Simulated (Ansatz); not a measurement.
**Tl: densities and their changes**

Space group R-3m; the calculation finds a residual pressure of about −3 GPa at this fixed cell. The cell comes from a database of computed structures, not from a measurement.

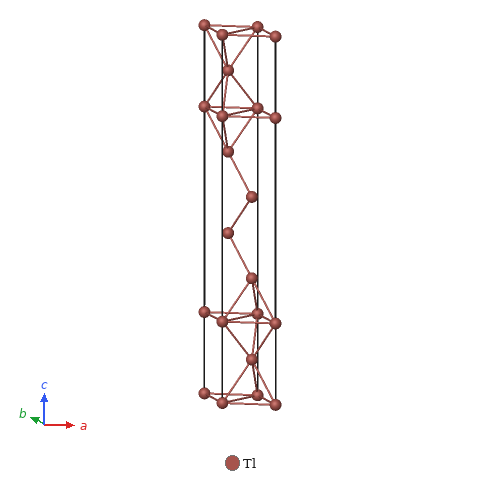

The conventional cell.

```cif
data_structure
_symmetry_space_group_name_H-M 'P 1'
_symmetry_Int_Tables_number 1
_cell_length_a 3.5621
_cell_length_b 3.5621
_cell_length_c 24.7213
_cell_angle_alpha 90.000
_cell_angle_beta 90.000
_cell_angle_gamma 120.000
_cell_volume 271.65
loop_
_atom_site_label
_atom_site_type_symbol
_atom_site_fract_x
_atom_site_fract_y
_atom_site_fract_z
_atom_site_occupancy
Tl1 Tl 0.66667 0.33333 0.33333 1
Tl2 Tl 0.33333 0.66667 0.66667 1
Tl3 Tl 0.00000 0.00000 0.00000 1
Tl4 Tl 0.66667 0.33333 0.55427 1
Tl5 Tl 0.33333 0.66667 0.88761 1
Tl6 Tl 0.00000 0.00000 0.22094 1
Tl7 Tl 0.00000 0.00000 0.77906 1
Tl8 Tl 0.66667 0.33333 0.11239 1
Tl9 Tl 0.33333 0.66667 0.44573 1
```

Computed with Ansatz 0.2.0, DFT LDA, scalar-relativistic, plane waves, PAW.

Core electrons are frozen (PAW), so the maps are meaningful between the atoms, not at the nuclei.

### 1. Bonding charge

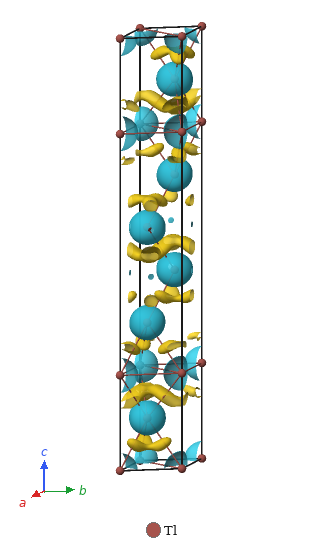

Bonding charge density, ρ(crystal) − Σ ρ(neutral atoms): yellow surfaces at +0.008 and cyan ones at −0.008 e/Å³, in the conventional cell seen slightly off an axis (the regions close to the nuclei are left out). Cores are masked to 0.9 Å (Tl).

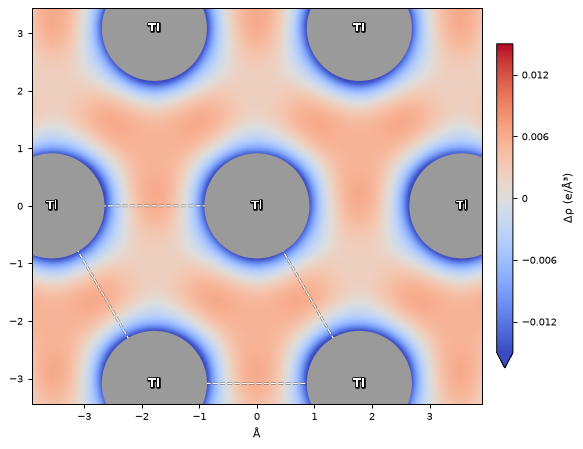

Second picture: a map on the (001) plane of the conventional cell, with grey discs over the atomic cores.

Question: Read the map: where is density gained and where lost?

Answer: Tl–Tl (3.38 Å): Δρ is +0.013 e/Å³ at the midpoint (this contact isn't in the plane drawn).
- Over the whole cell, outside the masked cores, the largest gain, 0.013 e/Å³, lies 1.7 Å from a thallium nucleus (the plane drawn doesn't reach it), and the largest loss lies at the edge of the masked core of Tl.
- In all about 0.09 e an atom is rearranged against the free atoms.

### 2. States by energy

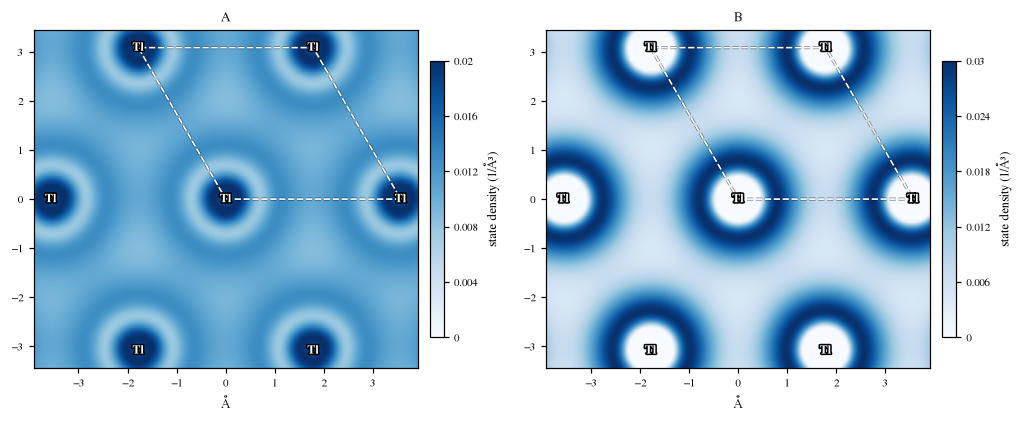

Tl: densities of the states in two energy windows, on the (001) plane of the conventional cell.

Question: The windows, about the Fermi level, are −9.8 to −3.8 eV and −1.2 to 0.0 eV. Which panel shows which?

Answer: Panel A: −1.2 to 0.0 eV, the filled states just under the Fermi level, mainly Tl 6p (85 %) and Tl 6s (15 %).
Panel B: −9.8 to −3.8 eV, a separate group of bands, mainly Tl 6s (70 %) and Tl 6p (25 %).
The characters are Löwdin shares on a minimal set of atomic orbitals. At the bottom of an sp band the diffuse p orbitals of such a set take a share of s-like charge between the atoms, so the p share there is overstated.

### 3. Moving an atom

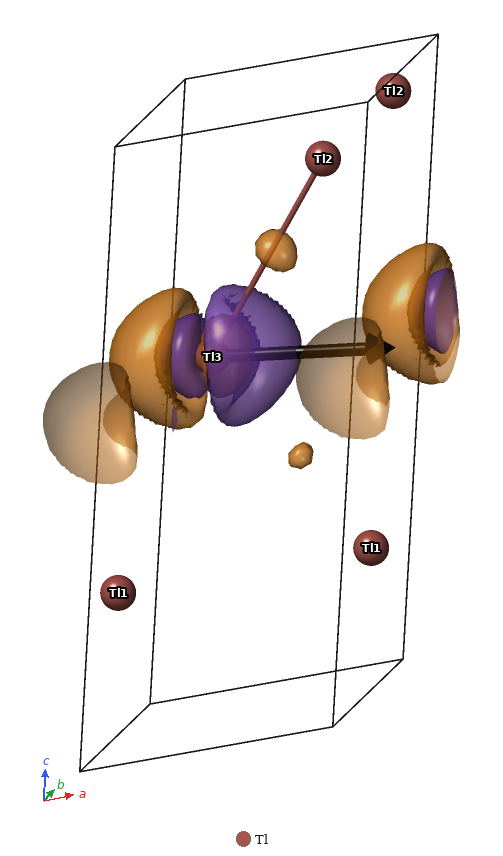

Tl3 was moved by 0.15 Å along [2 −1 0] in the axes of the cell drawn (arrow, not to scale). Change of the density less the rigid motion of the neutral atom's own density: orange surfaces at +0.003 and purple ones at −0.003 e/Å³, in the cell of the calculation (origin moved) seen slightly off an axis.

Question: How do the electrons respond beyond following the atom?

Answer: About 0.03 e is rearranged in the cell. Outside the cores the largest gain lies at the edge of the masked core of Tl, and the largest loss lies there too, on other sides.

Question: How much does the computed force on the atom change?

Answer: The force on it changes by 0.03 eV/Å along the move, against it: a stiffness of about 0.23 eV/Å² for this sublattice shift.

### 4. Change of volume

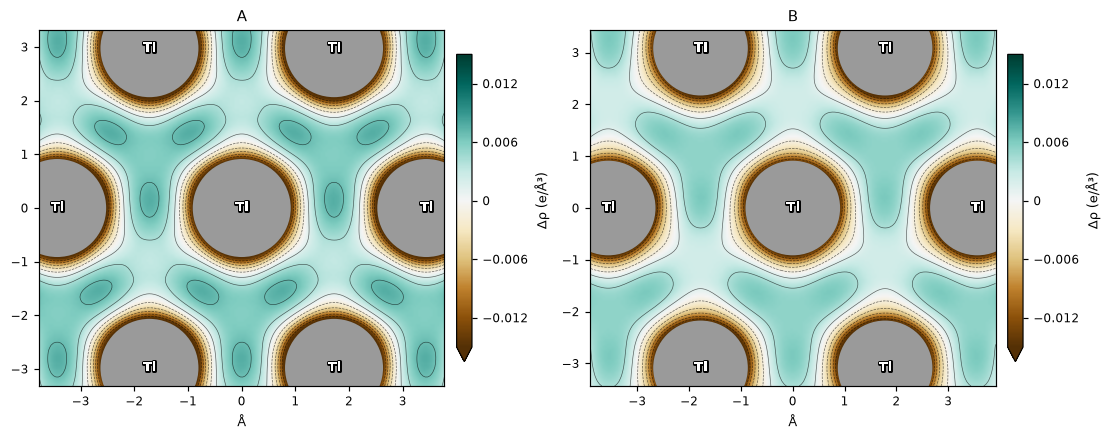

Tl: deformation density on the (001) plane of the conventional cell at two volumes, with the same fractional coordinates and one colour scale. Grey discs cover the cores. Panel A has 90 % of the volume of panel B.

Question: What changes between the database cell and the scaled one?

Answer: The pressure is −3.3 GPa in B and 0.2 GPa in A. The rearranged charge is 0.09 e an atom in B and 0.10 e in A.

### 5. Putting it together

The two pressures give a mean stiffness −ΔP/Δln V of about 33 GPa over this range, with the atoms held at their fractional positions.

Run times: 58 s (base cell), 33 s (state densities), 2.5 min (moved atom) and 51 s (scaled cell), on 1 thread of Arm Neoverse N1, with other jobs on the host.
